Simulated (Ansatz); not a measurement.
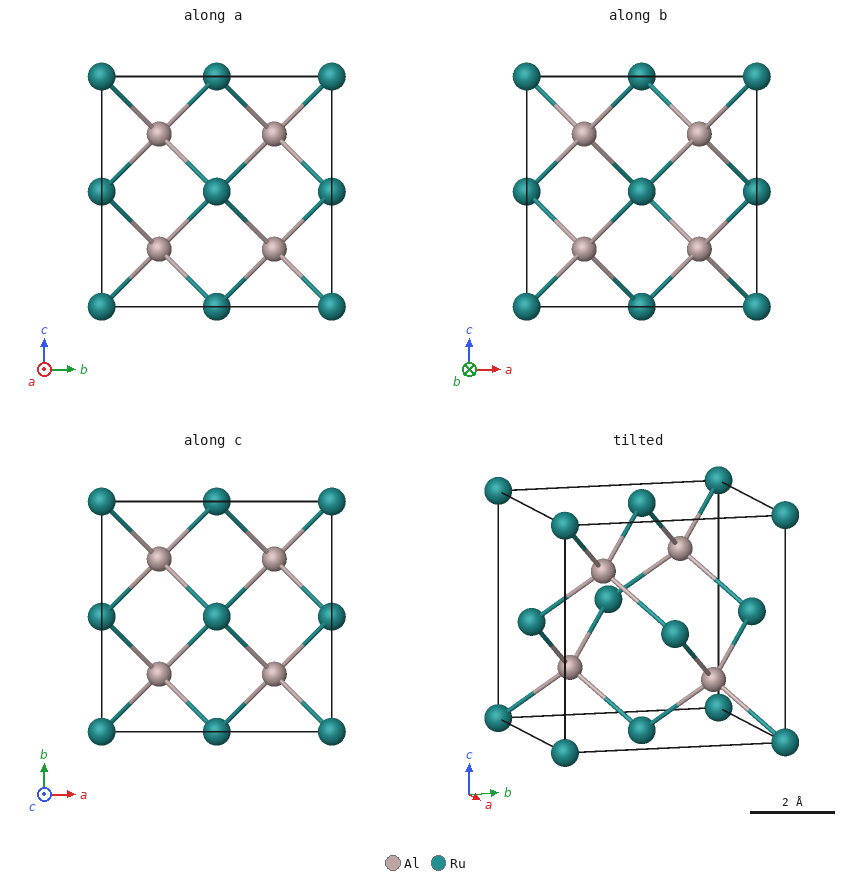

Crystal structure, ball-and-stick style, seen along the a axis, along the b axis, along the c axis and slightly off an axis. The frame is the conventional unit cell; atoms at its boundary are shown with their periodic copies.

Lattice parameters: a = 5.5328 Å, b = 5.5328 Å, c = 5.5328 Å, α = 90.000°, β = 90.000°, γ = 90.000°.

### Convert the drawing into a CIF with its space group and independent sites.

```cif
data_structure
_symmetry_space_group_name_H-M 'F -4 3 m'
_symmetry_Int_Tables_number 216
_cell_length_a 5.5328
_cell_length_b 5.5328
_cell_length_c 5.5328
_cell_angle_alpha 90.000
_cell_angle_beta 90.000
_cell_angle_gamma 90.000
_cell_volume 169.37
loop_
_atom_site_label
_atom_site_type_symbol
_atom_site_symmetry_multiplicity
_atom_site_Wyckoff_symbol
_atom_site_fract_x
_atom_site_fract_y
_atom_site_fract_z
_atom_site_occupancy
Al1 Al 4 c 0.2500 0.7500 0.7500 1
Ru1 Ru 4 a 0.0000 0.0000 0.0000 1
```

Its origin is a structure type filled with these elements by a generator (whether the compound takes this form wasn't checked). Earlier steps of the study, as a rule a relaxation of our own, may have changed the cell and positions, so they can lie some per cent off the listed ones. It was run through Ansatz as a DFT input.
